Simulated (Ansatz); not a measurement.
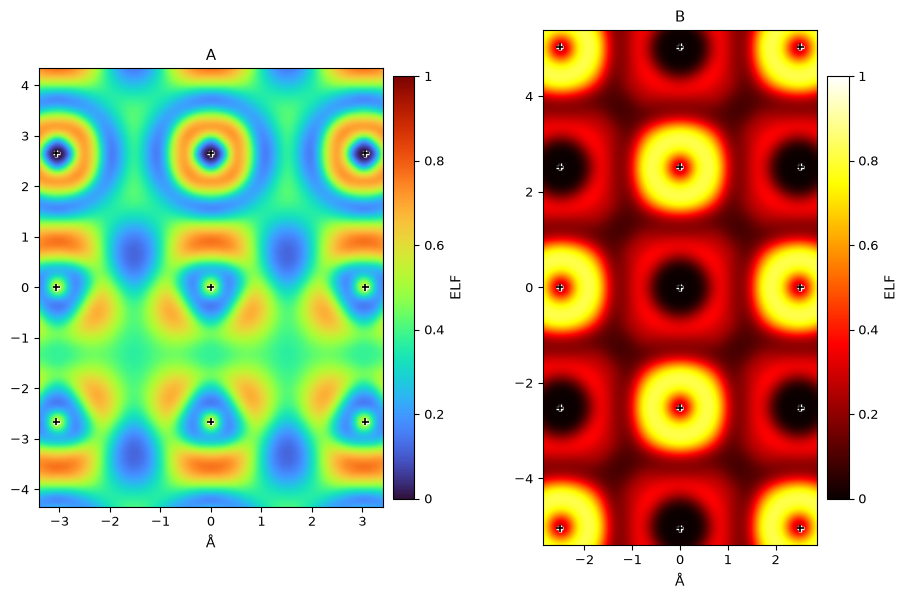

The ELF of 2 systems, each on a plane through atoms (crosses mark nuclei in the plane).

Computed with Ansatz 0.2.0, DFT PBEsol, scalar-relativistic, plane waves, PAW.

System 1: SnO, the (010) plane of the conventional cell. Space group Fm-3m.

```
Sn O
1.0
     5.03953    0.00000    0.00000
     0.00000    5.03953    0.00000
     0.00000    0.00000    5.03953
Sn O
4 4
Direct
  0.00000 0.00000 0.00000
  0.50000 0.50000 0.00000
  0.50000 0.00000 0.50000
  0.00000 0.50000 0.50000
  0.50000 0.00000 0.00000
  0.00000 0.50000 0.00000
  0.00000 0.00000 0.50000
  0.50000 0.50000 0.50000
```

System 2: Si2W, the (100) plane of the conventional cell. Space group I4/mmm; changed on purpose from its base cell (biaxial strain in the a-b plane, c and atoms relaxed: -4.5 %); computed pressure about 19 GPa in this cell.

Match each panel to its system.

Answer. Panel A is system 2, Si2W: the plane holds Si and W. Si–W (2.66 Å): the ELF peaks at about 0.75 in the valence shell of Si, 0.9 Å from its nucleus, and is about 0.40 at the midpoint. Panel B is system 1, SnO: the plane holds Sn and O. Sn–O (2.52 Å): the ELF is about 0.20 at the midpoint; no shared electron pair shows on this line.
